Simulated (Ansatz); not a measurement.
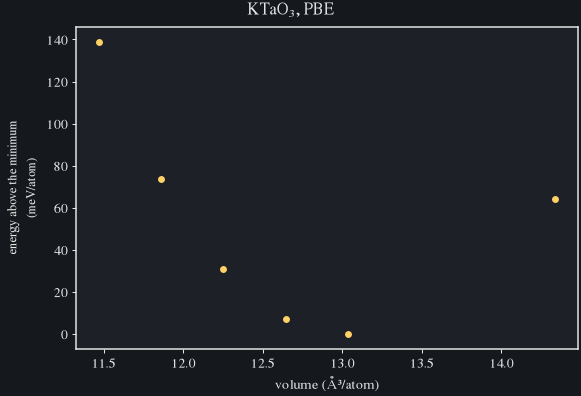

The picture above shows the energy above the minimum against volume for KTaO₃, space group Pm-3m (No. 221).

Structure:
```
CELL_PARAMETERS angstrom
4.02438 0.00000 0.00000
0.00000 4.02438 0.00000
0.00000 0.00000 4.02438
ATOMIC_POSITIONS crystal
K 0.50000 0.50000 0.50000
Ta 0.00000 0.00000 0.00000
O 0.50000 0.00000 0.00000
O 0.00000 0.50000 0.00000
O 0.00000 0.00000 0.50000
```

How it was computed, with Ansatz 0.2.0: third-order Birch-Murnaghan fit to density functional energies at scaled volumes of the given relaxed cell, shape and atoms relaxed at each volume; energies count from the fitted minimum; plane waves with PAW datasets, Γ-centred k mesh. Level: PBE, no spin polarisation.

wave cutoff 420 eV; k mesh 8×8×8; occupations Gaussian; smearing width 0.02 eV.

The points at volume 13.427 Å³/atom and 13.818 Å³/atom are left out of the plot. What values does the calculation give there?

```tsv
volume (Å³/atom)	energy above the minimum (meV/atom)
13.427	6.5
13.818	24.8
```
